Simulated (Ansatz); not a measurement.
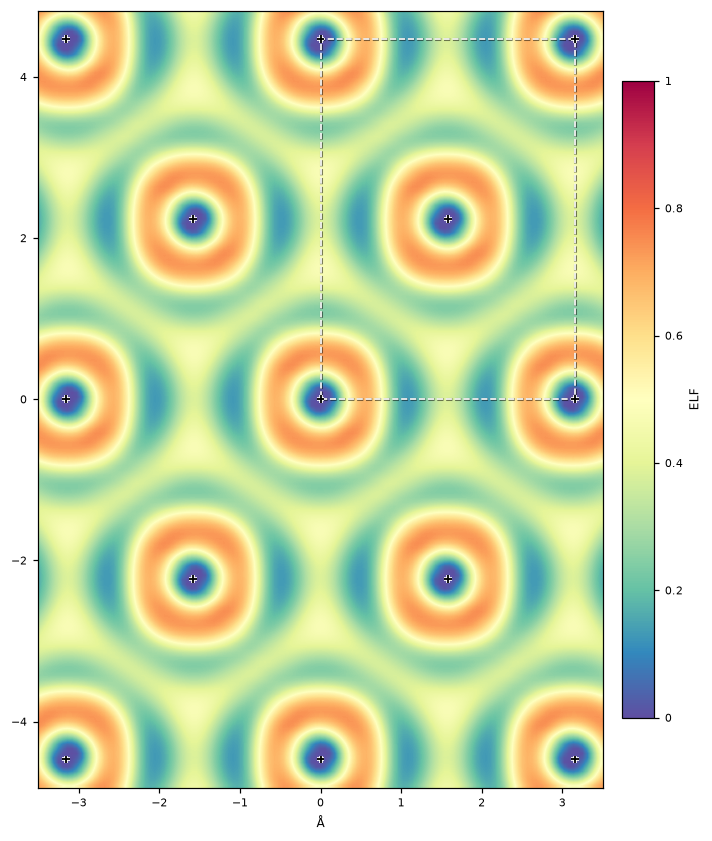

The electron localisation function on a plane through atoms (crosses mark nuclei in the plane).

The calculation used DFT PBE+D3(BJ), scalar-relativistic, plane waves, PAW (Ansatz).

Candidates:
A. PtSe2 (slab), a = 7.54 Å, b = 7.54 Å, c = 18.56 Å, α = 90.00°, β = 90.00°, γ = 120.00°. 
B. W, a = 3.16 Å, b = 3.16 Å, c = 3.16 Å, α = 90.00°, β = 90.00°, γ = 90.00°. Space group Im-3m.
C. ZnS, a = 3.79 Å, b = 3.79 Å, c = 6.24 Å, α = 90.00°, β = 90.00°, γ = 120.00°. Space group P6₃mc.

**Which system is this?**

Candidate B: W on the (011̄) plane of the conventional cell, which holds W. W–W (2.74 Å): the ELF is about 0.35 at the midpoint.
